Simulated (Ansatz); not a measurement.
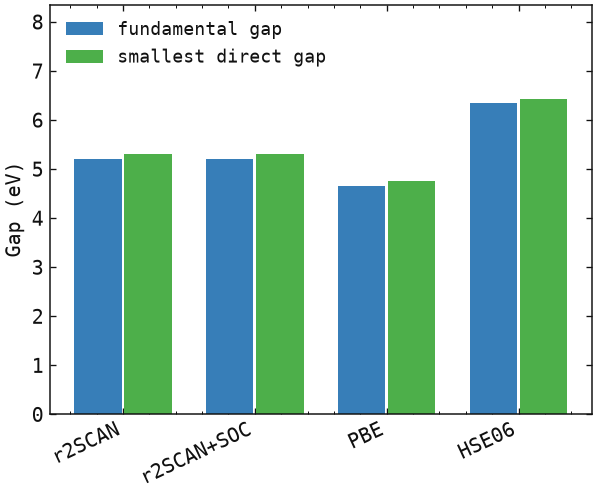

Gaps of HfO$_{2}$, space group P4_2/nmc, 6 atoms in the cell, hydrostatic strain +1.0%, at several levels of theory on one cell (Ansatz, plane waves and PAW; edges over the mesh and the special points).

> How does the gap depend on the level, and does its kind change?

In rising order: PBE 4.66 eV, r2SCAN 5.21 eV, r2SCAN+SOC 5.21 eV and HSE06 6.35 eV. It is indirect at every level.
